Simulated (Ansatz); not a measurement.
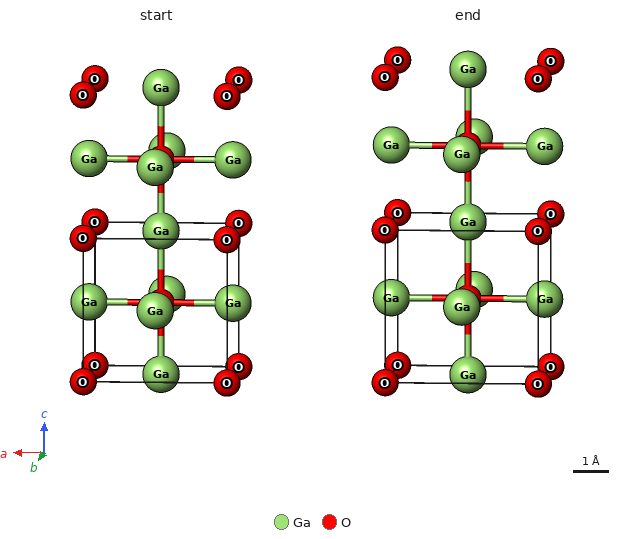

The structure of a crystal of Ga$_{3}$O$_{2}$ (a generated structure, set up in Pm-3m) (coarse preliminary run) before (left) and after (right) a relaxation, at one scale.

A ball-and-stick model of the cell of the calculation, repeated 1 × 1 × 2 with one cell outlined, seen from a free direction.

Method: DFT PBE, scalar-relativistic, plane waves, PAW in Ansatz 0.2.0. Set-up: plane-wave cutoff 420 eV; k-point mesh 4 × 4 × 4; occupations gaussian; smearing width 0.1 eV; no spin polarisation; cell and atoms relaxed; force threshold 0.04 eV/Å; at most 70 steps.

Question: Summarise the run.

Answer: No atom moves by more than 0.005 Å relative to the cell. The drawn cell changes as follows: a = b = c 4.145 → 4.415 Å (+6.5 %); the volume changes by +20.8 %. Some distances before and after: Ga–O 2.073 → 2.207 Å. The space group stays Pm-3m (No. 221). After 3 accepted moves (5 points after the start) the energy has fallen by 129 meV per atom. All forces vanish by symmetry, so only the cell relaxes. The pressure goes from 15.21 to 0.33 GPa. At 2 points the geometry stayed and the basis and grid were re-selected for the new cell (energy shift of 14.1 meV per atom at most each time). Cost: 11 s on 1 thread of Intel(R) Xeon(R) Platinum 8259CL CPU @ 2.50GHz (Skylake/Cascade Lake), on a shared host, peak memory 0.39 GiB.

Limits of the set-up: the k-point mesh is coarse for a cell with partly filled bands.
